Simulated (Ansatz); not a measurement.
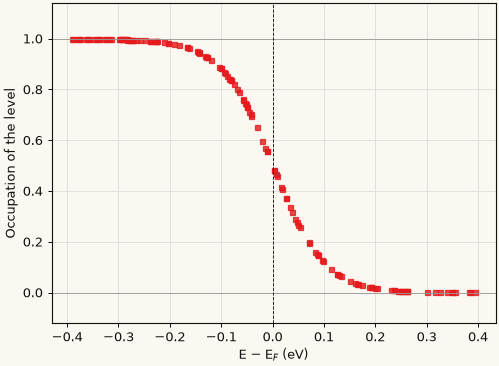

Occupations of the one-electron levels of the k mesh against their energy, from a run on CuO, space group F-43m, 2 atoms in the cell, with Ansatz.

> Name the smearing function and its width.

Fermi-Dirac smearing with a width of 0.05 eV. The occupations stay between 0 and 1 and have long exponential tails; the slope at the Fermi level is 1/(4 × width).
